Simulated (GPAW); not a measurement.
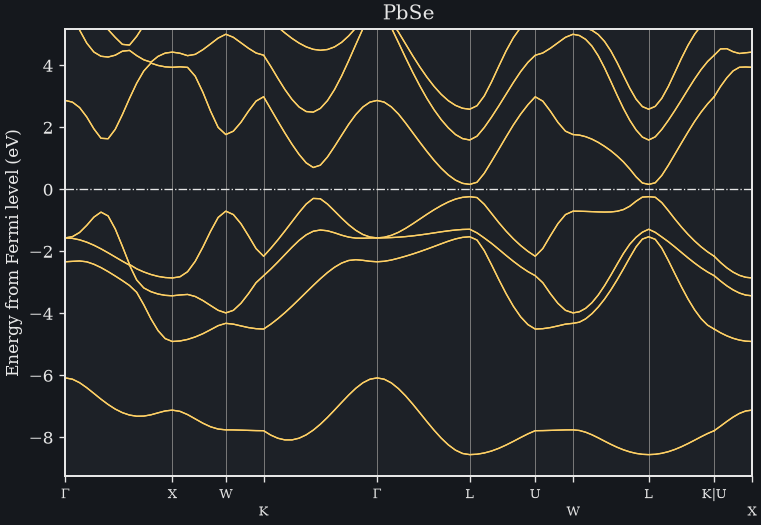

Band structure. Energies are counted from the Fermi level.

This input was run:

```python
import numpy as np
from ase.dft.bandgap import bandgap
from ase.io import write
from ase.spacegroup import crystal
from gpaw import GPAW, PW
from gpaw.spinorbit import soc_eigenstates

# Pb 4a
# Se 4b
atoms = crystal(['Pb', 'Se'],
                basis=[[0.0, 0.0, 0.0],
                       [0.5, 0.0, 0.0]],
                spacegroup=225, setting=1,  # Fm-3m
                cellpar=[6.1213, 6.1213, 6.1213, 90.0, 90.0, 90.0],
                primitive_cell=True)

calc = GPAW(mode=PW(600),
            xc={'name': 'BEEF-vdW', 'backend': 'libvdwxc'},
            kpts={'size': (6, 6, 6), 'gamma': True},
            occupations={'name': 'fermi-dirac', 'width': 0.05},
            nbands=19,
            convergence={'density': 1e-05, 'energy': 1e-05},
            maxiter=150,
            txt='gpaw.txt')
atoms.calc = calc
energy = atoms.get_potential_energy()
forces = atoms.get_forces()
calc.write('gs.gpw')
write('result.traj', atoms)
print(f'Energy: {energy:.6f} eV')
print('Forces (eV/A):')
print(forces.round(4))
print('Fermi level:', round(calc.get_fermi_level(), 4), 'eV')
print(f'Gap: {bandgap(calc)[0]:.4f} eV, direct: {bandgap(calc, direct=True)[0]:.4f} eV')

path = atoms.cell.bandpath('GXWKGLUWLK,UX', npoints=100, eps=1e-4)
bs_calc = calc.fixed_density(kpts=path, symmetry='off', nbands=31,
                             convergence={'bands': 'CBM+6.0', 'eigenstates': 1e-6}, txt='bands.txt')
bs = bs_calc.band_structure()
bs.write('bs.json')
print(f'Gap on the path: {bandgap(bs_calc)[0]:.4f} eV')

soc = soc_eigenstates(bs_calc, theta=90, phi=45)
np.savetxt('soc_bands.dat', soc.eigenvalues(), fmt='%.4f')
mesh = soc_eigenstates('gs.gpw', theta=90, phi=45)
np.savetxt('soc_mesh.dat', mesh.eigenvalues(), fmt='%.4f')
print('Fermi level with spin-orbit coupling:', round(mesh.fermi_level, 4), 'eV')
```

System: rocksalt PbSe, space group Fm-3m, 2 atoms in the primitive cell.

GPAW 26.7.0; BEEF-vdW, GPAW PAW data sets (gpaw-data 1.2.1), spin-orbit coupling, no magnetisation, 6×6×6 k mesh, 600 eV cutoff.

> Metal, semiconductor or insulator, and what is the gap?

The material is gapped. The gap along this path is 0.40 eV and direct: both edges lie at L. Points of the k mesh off the path narrow it to 0.33 eV.

> What are the direct gaps at W, X and K?

The direct gaps are 2.47 eV at W, 6.79 eV at X and 5.14 eV at K.

Spin-orbit coupling was added after a scalar SCF, so levels and gaps hold it while energy, forces, pressure and moments don't. This program's spin-orbit splittings come out too wide for heavy elements. The PAW data sets were made with another functional. LDA, GGA and most meta-GGA functionals understate gaps.
